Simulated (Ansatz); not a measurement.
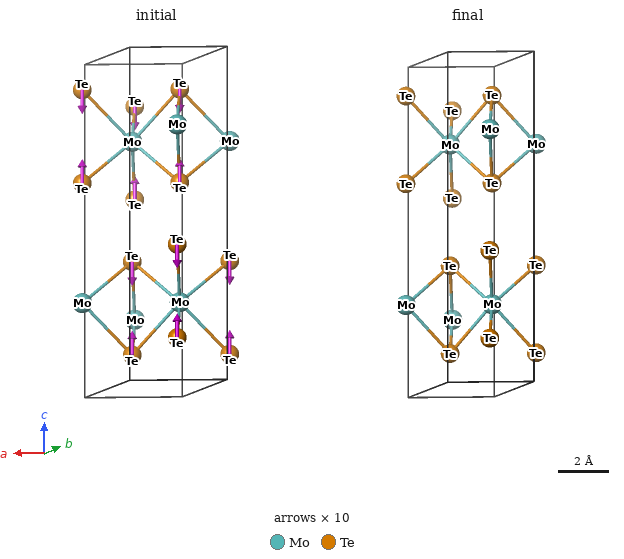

The structure of crystalline Te2Mo (built on the 2H (MoS2) bulk type) before (left) and after (right) a relaxation, at one scale. The purple arrows give the displacements (the part carried along by the change of the cell is left out), magnified 10 times.

The picture is a ball-and-stick view of the cell of the calculation, seen from a free direction.

These are results of DFT, PBE-D3(BJ), plane waves, PAW (Ansatz 0.2.0), not measurements. Settings: plane-wave cutoff 420 eV; k-point mesh 6 × 6 × 2; occupations fermi dirac; smearing width 0.02 eV; no spin polarisation; cell and atoms relaxed; force threshold 0.005 eV/Å.

Question: What changed between the two?

Answer: Over 6 accepted moves (8 points after the start) the energy falls by 499 meV per atom. The largest force component goes from 2.3 to 0.00056 eV/Å. The pressure goes from −16.09 to −0.01 GPa. The line search rejected the trial step at point 3 of the run. The SCF was repeated once at an unchanged geometry on a basis and grid sized afresh for the cell, which shifted the energy by 0.8 meV per atom at most. The largest moves relative to the cell, 0.10 Å, are those of Te atoms. Mo stays in place. Cell: a = b 3.961 → 3.498 Å (−11.7 %), c 13.800 → 13.684 Å (−0.8 %). Volume −22.7 %. Some distances before and after: Te–Te 3.961 → 3.498 Å, Mo–Te 2.995 → 2.716 Å. Among the angles between lasting bonds that change: Te–Mo–Te 80.4° → 84.0°, Te–Mo–Te 82.8° → 80.2°, Mo–Te–Mo 82.8° → 80.2°. The space group stays P6_3/mmc (No. 194).
